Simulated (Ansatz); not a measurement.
**Run report: Ga7N8, nudged elastic band (part 3 of 3)**

Continued. System: Ga7N8 (defect cell, 15 atoms in the cell). Method: DFT with PBE, PAW plane waves, no spin polarisation (Ansatz 0.2.0); cutoff 420 eV, 3×3×3 k-mesh, Fermi–Dirac smearing of 0.05 eV. The structure derives from an entry of the Crystallography Open Database.

Geometry of the input (Å; fractional positions):
```
3.1740  5.4976  0.0000
-3.1740  5.4976  0.0000
0.0000  0.0000  5.1563
Ga 0.1656  0.1646  0.0066
Ga 0.3341  0.3332  0.4961
N  0.1609  0.1709  0.3877
N  0.3301  0.3334  0.8875
Ga 0.1651  0.6691  0.0028
Ga 0.3362  0.8328  0.5015
N  0.1686  0.6653  0.3798
N  0.3339  0.8300  0.8842
Ga 0.6632  0.1728  0.0066
N  0.6693  0.1673  0.3826
N  0.8365  0.3347  0.8830
Ga 0.6593  0.6685  -0.0005
Ga 0.8309  0.8335  0.4978
N  0.6695  0.6627  0.3884
N  0.8308  0.8354  0.8865
```

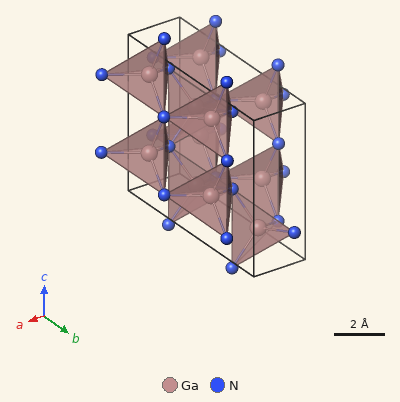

**Figure 1.** The starting structure (polyhedral view of the reduced cell, seen slightly off an axis; polyhedra are completed across the faces of the cell).

Output, continued
```
  k-point 0: bands = ["-7.5912", "-6.9516", "-6.8000", "-6.6712", "-6.5822", "-6.3273", "-6.2542", "-5.8168", "-5.6753", "-5.6534", "-5.5322", "-5.4609", "-5.3562", "-5.0487", "-5.0440", "-5.0335", "-5.0162", "-4.9774", "-4.9300", "-4.8927", "-4.8777", "-4.8605", "-4.8509", "-4.8439", "-4.8269", "-4.8197", "-4.7718", "-4.7563", "-4.7216", "-4.7157", "-4.7106", "-4.6860", "-4.6636", "-4.6503", "-4.5774", "-4.5287", "-3.7274", "-3.6524", "-3.5734", "-3.4683", "-3.1108", "-2.8182", "-2.7603", "1.6035", "1.9891", "2.2383", "2.3539", "3.0374", "3.4395", "4.2376", "4.3911", "4.7208", "5.4140", "5.7962", "5.9384", "6.1522", "6.2543", "6.7510", "7.2225", "7.3111", "7.3699", "7.8965", "7.9914", "8.1609", "8.5180", "8.8045", "9.6413", "10.5022", "12.1968", "13.3089", "13.8041", "13.8622", "14.1349", "14.3042", "14.8067", "14.9156", "15.3143", "16.2750", "16.9016", "17.2696", "17.4151"]
  k-point 1: bands = ["-7.3375", "-6.9975", "-6.7611", "-6.6247", "-6.5849", "-6.3384", "-6.2512", "-5.7905", "-5.6788", "-5.6554", "-5.5487", "-5.4444", "-5.3213", "-5.0618", "-5.0510", "-5.0330", "-5.0084", "-4.9787", "-4.9255", "-4.8965", "-4.8895", "-4.8678", "-4.8431", "-4.8312", "-4.8200", "-4.7925", "-4.7795", "-4.7536", "-4.7388", "-4.7075", "-4.7020", "-4.6822", "-4.6642", "-4.6549", "-4.5772", "-4.5358", "-4.2570", "-3.5959", "-3.5276", "-3.4103", "-3.2111", "-3.0829", "-2.8710", "1.6302", "1.8401", "1.9291", "2.2120", "2.7565", "3.1488", "4.4362", "5.6256", "5.8051", "5.9403", "6.2135", "6.2539", "6.3397", "6.4832", "6.7743", "6.9087", "7.0960", "7.3041", "7.7984", "7.9349", "8.0175", "8.1919", "8.4582", "9.5334", "11.5935", "12.3694", "12.8517", "13.1481", "13.2886", "13.8043", "14.1597", "14.5309", "15.5678", "16.1573", "16.2693", "16.5641", "16.8735", "17.3633"]
  k-point 2: bands = ["-7.4178", "-6.9527", "-6.8088", "-6.7209", "-6.5822", "-6.3376", "-6.2479", "-5.7735", "-5.6717", "-5.6533", "-5.5601", "-5.4535", "-5.3667", "-5.0283", "-5.0247", "-5.0082", "-4.9987", "-4.9674", "-4.9238", "-4.9064", "-4.8796", "-4.8611", "-4.8498", "-4.8327", "-4.8240", "-4.8117", "-4.7980", "-4.7598", "-4.7432", "-4.7395", "-4.7210", "-4.7014", "-4.6839", "-4.6624", "-4.5875", "-4.5547", "-4.3757", "-3.8687", "-3.5943", "-3.2756", "-2.9011", "-2.7824", "-2.6177", "1.8742", "2.2849", "2.5841", "2.9477", "3.2989", "3.7596", "4.0509", "4.6064", "4.6827", "5.0708", "5.3302", "5.7517", "5.9485", "6.2852", "6.5531", "6.7043", "6.9233", "7.1183", "7.5235", "7.6793", "7.8348", "8.0799", "8.7429", "9.1560", "11.9619", "12.9859", "13.6483", "14.0658", "14.3599", "14.6984", "14.9792", "15.1404", "15.2455", "15.7481", "16.2575", "16.7344", "17.0832", "17.1278"]
  k-point 13: bands = ["-7.1019", "-6.9415", "-6.7955", "-6.6714", "-6.5821", "-6.3357", "-6.2642", "-5.7366", "-5.6791", "-5.6523", "-5.5748", "-5.4348", "-5.3278", "-5.0291", "-5.0216", "-5.0034", "-4.9829", "-4.9674", "-4.9334", "-4.9104", "-4.8898", "-4.8670", "-4.8600", "-4.8243", "-4.8084", "-4.7962", "-4.7817", "-4.7678", "-4.7537", "-4.7387", "-4.7250", "-4.7107", "-4.6811", "-4.6362", "-4.5822", "-4.4827", "-4.3835", "-4.1615", "-3.7188", "-3.6701", "-3.3762", "-2.8699", "-2.7730", "2.3039", "2.5256", "2.9331", "3.1819", "3.7815", "3.8814", "4.2953", "4.4191", "5.0968", "5.3201", "5.5863", "5.7029", "5.8669", "6.3501", "6.4664", "6.5989", "6.7449", "6.8442", "7.0813", "7.4147", "7.7448", "7.8655", "8.4171", "9.1821", "12.7200", "13.3602", "14.0941", "14.1732", "14.5035", "15.0471", "15.1922", "15.4720", "15.7775", "15.9753", "16.1114", "16.2796", "16.5492", "16.7930"]
this run last wrote the band of iteration 23 to [file]
--- NEB band (5 images, 23 band iterations, 744 SCF iterations, 80 more in tests of the images' electronic states and relaxations of end points) ---
  forward barrier  = 1.320392 eV
  backward barrier = 1.320394 eV
  lagrangian_above_aufbau_ev (what the smearing adds, to first order; not taken off the barriers): saddle image -0.020134 eV, end points -0.034979 and -0.034931 eV
  climbing image's point = of an order that was not read
  energies are F+E_penalty+E_count in eV, relative to image 0
  image     s (Å)  Δ vs image 0  max|band force component| (eV/Å)
      0    0.0000      0.000000                                 —
      1    0.6175      0.457633                          1.806e-2
  *   2    1.2351      1.320392                          2.945e-2
      3    3.1602     -0.452727                          1.305e-2
      4    5.0852     -0.000002                                 —
  climbing-image geometry (image 2):
  cell:  # Å, volume = 179.9471 Å³
    - [3.17401514, 5.49755549, 0.0]
    - [-3.17401514, 5.49755549, 0.0]
    - [0.0, 0.0, 5.156278]
  atoms:
    - { symbol: Ga, position: [0.17748669986055737, 0.15046566208123568, -0.0005980321713168343] }
    - { symbol: Ga, position: [0.3547038047884264, 0.32748741273176224, 0.5043355644928775] }
    - { symbol: N, position: [0.26274975106435244, 0.11123282338920888, 0.36142852322401425] }
    - { symbol: N, position: [0.33662872726399584, 0.32566621800041684, 0.8780121285811039] }
    - { symbol: Ga, position: [0.1503961239682704, 0.6558630284203543, 0.004654346195973137] }
    - { symbol: Ga, position: [0.30516659540682545, 0.8221616660638487, 0.5089488683765402] }
    - { symbol: N, position: [0.13235422676059072, 0.6627744116067507, 0.3810493012752588] }
    - { symbol: N, position: [0.320093615393514, 0.8165124493855037, 0.8806488206883194] }
    - { symbol: Ga, position: [0.671085105510856, 0.16365933899828716, 0.003563673203053236] }
    - { symbol: N, position: [0.6751138001303962, 0.24150297750271418, 0.3811697342269291] }
    - { symbol: N, position: [0.8465453045556817, 0.31523784070668154, 0.8939164245768245] }
    - { symbol: Ga, position: [0.6517851588452408, 0.6422602220069817, 0.006532745864981772] }
    - { symbol: Ga, position: [0.8223282641850242, 0.758559455548544, 0.5220055985184684] }
    - { symbol: N, position: [0.6381520116559113, 0.6096467951497068, 0.38091378664029074] }
    - { symbol: N, position: [0.8107623306103584, 0.8233534434080043, 0.8895735213066825] }
```

The last band as extended XYZ (Å, eV, eV/Å)
```
15
Lattice="3.1740 5.4976 0.0000 -3.1740 5.4976 0.0000 0.0000 0.0000 5.1563" Properties=species:S:1:pos:R:3:forces:R:3 image=0 energy=-29553.04901
Ga   -0.0028    1.8314    0.0081   -0.0001   0.0014   0.0012
Ga   -0.0330    3.6797    2.6296   -0.0010   0.0018   0.0005
N     0.1519    1.9207    1.9172    0.0015   0.0004  -0.0006
N    -0.0150    3.6693    4.5427    0.0015   0.0001   0.0003
Ga   -1.5912    4.5795    0.0244   -0.0005  -0.0018  -0.0014
Ga   -1.5913    6.3784    2.6293    0.0004  -0.0016   0.0010
N    -1.5911    4.5792    1.9602    0.0006   0.0011  -0.0008
N    -1.5914    6.3996    4.5422    0.0002   0.0001   0.0037
Ga    1.5827    4.5777    0.0087    0.0003  -0.0009  -0.0011
N     1.5829    4.3996    1.9178   -0.0011  -0.0025  -0.0017
N     1.5826    6.4119    4.7048   -0.0002  -0.0005  -0.0015
Ga   -0.0060    7.3290    0.0081    0.0003   0.0017   0.0010
Ga    0.0248    9.1775    2.6297    0.0005   0.0009   0.0005
N    -0.1608    7.4186    1.9171   -0.0015  -0.0001   0.0002
N     0.0064    9.1670    4.5428   -0.0009  -0.0001  -0.0012
15
Lattice="3.1740 5.4976 0.0000 -3.1740 5.4976 0.0000 0.0000 0.0000 5.1563" Properties=species:S:1:pos:R:3:forces:R:3 image=1 energy=-29552.59137
Ga    0.0568    1.8413   -0.0154   -0.0059  -0.0203  -0.0332
Ga    0.0376    3.7608    2.6152   -0.0804  -0.1029   0.0521
N     0.3821    2.0351    1.8695   -0.2085  -0.2027   0.0200
N     0.0130    3.6821    4.5361    0.0101  -0.0106   0.0319
Ga   -1.6265    4.4796    0.0225    0.0103   0.0044  -0.0020
Ga   -1.6327    6.2468    2.6296    0.1100  -0.0001   0.0260
N    -1.6522    4.4431    1.9645    0.1863   0.0795   0.0009
N    -1.5928    6.3032    4.5420    0.0291   0.0283   0.0038
Ga    1.6056    4.6015    0.0315    0.0633  -0.0851   0.0421
N     1.5814    4.6894    1.9785    0.7226  -1.2426   0.0375
N     1.6528    6.4192    4.6461   -0.0186  -0.0356   0.1103
Ga    0.0093    7.1993    0.0249    0.0144   0.1262  -0.0174
Ga    0.0053    8.9562    2.6272   -0.5421   0.6903  -0.1933
N    -0.0535    7.1339    1.9574   -0.3673   0.7079  -0.0244
N    -0.0418    9.0499    4.5674    0.0769   0.0634  -0.0540
15
Lattice="3.1740 5.4976 0.0000 -3.1740 5.4976 0.0000 0.0000 0.0000 5.1563" Properties=species:S:1:pos:R:3:forces:R:3 image=2 energy=-29551.72862
Ga    0.0858    1.8029   -0.0031   -0.0015   0.0032   0.0025
Ga    0.0864    3.7504    2.6005   -0.0215  -0.0013   0.0008
N     0.4809    2.0560    1.8636    0.0306   0.0150   0.0065
N     0.0348    3.6410    4.5273   -0.0002   0.0047   0.0016
Ga   -1.6044    4.4325    0.0240    0.0004  -0.0039  -0.0001
Ga   -1.6409    6.1975    2.6243   -0.0100  -0.0193   0.0046
N    -1.6836    4.3713    1.9648    0.0042  -0.0101  -0.0050
N    -1.5756    6.2486    4.5409   -0.0001  -0.0008  -0.0093
Ga    1.6106    4.5891    0.0184   -0.0027   0.0072   0.0037
N     1.3763    5.0392    1.9654   -0.0025  -0.0016  -0.0035
N     1.6864    6.3870    4.6093    0.0079  -0.0045   0.0038
Ga    0.0302    7.1141    0.0337   -0.0054   0.0004   0.0116
Ga    0.2024    8.6910    2.6916   -0.0084   0.0170   0.0057
N     0.0905    6.8598    1.9641    0.0113  -0.0053  -0.0106
N    -0.0400    8.9836    4.5869   -0.0019  -0.0008  -0.0124
15
Lattice="3.1740 5.4976 0.0000 -3.1740 5.4976 0.0000 0.0000 0.0000 5.1563" Properties=species:S:1:pos:R:3:forces:R:3 image=3 energy=-29553.50174
Ga    0.0753    1.8976    0.0489   -0.0110   0.0152   0.0094
Ga    0.2710    3.7789    2.6126    0.0139   0.0086   0.0032
N     0.2027    1.9131    1.9898   -0.0486  -0.0145   0.0116
N     0.0677    3.7351    4.5441   -0.0022   0.0137  -0.0017
Ga   -1.6399    4.4107    0.1217   -0.0063   0.0111   0.0156
Ga   -1.7648    6.0210    2.6805   -0.0165  -0.0023   0.0093
N    -1.6203    4.1251    2.0860    0.0052  -0.0111   0.0045
N    -1.6422    6.2635    4.6036   -0.0120   0.0130   0.0001
Ga    1.6224    4.8154   -0.1342   -0.0048   0.0309  -0.0069
N     0.9881    5.3117    1.7087   -0.0482   0.0196  -0.0275
N     1.5986    6.7002    4.4288   -0.0155   0.0436  -0.0253
Ga   -0.1017    7.3009    0.0131   -0.0160   0.0230   0.0103
Ga    1.4429    7.6607    2.7133    0.1619  -0.1553   0.0044
N     0.1546    6.4208    1.8461    0.0080  -0.0228  -0.0184
N    -0.1193    9.1318    4.7631   -0.0079   0.0269   0.0115
15
Lattice="3.1740 5.4976 0.0000 -3.1740 5.4976 0.0000 0.0000 0.0000 5.1563" Properties=species:S:1:pos:R:3:forces:R:3 image=4 energy=-29553.04901
Ga   -0.0045    1.8333    0.0284   -0.0014   0.0001  -0.0045
Ga   -0.0045    3.6325    2.6333    0.0005  -0.0009   0.0024
N    -0.0046    1.8334    1.9639    0.0008   0.0001   0.0024
N    -0.0047    3.6534    4.5464   -0.0002   0.0007   0.0009
Ga   -1.5904    4.5827    0.0122    0.0019   0.0011  -0.0011
Ga   -1.6207    6.4312    2.6336   -0.0021   0.0008   0.0009
N    -1.4353    4.6724    1.9211   -0.0002  -0.0010  -0.0004
N    -1.6024    6.4206    4.5465    0.0004  -0.0006   0.0006
Ga    1.5807    4.5830    0.0123   -0.0001   0.0002  -0.0023
N     1.4264    4.6723    1.9213   -0.0011  -0.0004  -0.0002
N     1.5932    6.4208    4.5464   -0.0005  -0.0003   0.0013
Ga   -0.0047    7.3290    0.0122    0.0002  -0.0021  -0.0009
Ga    1.6116    6.4314    2.6334    0.0008  -0.0006   0.0027
N    -0.0046    7.1494    1.9211    0.0005   0.0021  -0.0012
N    -0.0049    9.1632    4.7086    0.0006   0.0007  -0.0008
```

Key numbers

| quantity | value |
| --- | --- |
| outcome | converged |
| barrier, forward | 1.320 eV |
| barrier, backward | 1.320 eV |
| electrons treated | 131 |
| hardware | 4 threads of Arm Neoverse V1, 24 GiB of memory available, shared host |
| wall time | 13 min (CPU time 41 min) |
| peak memory | 1.2 GiB |

The cell holds an odd number of electrons but the run has no spin polarisation, so it comes out as a metal. The order of the saddle point was not checked.
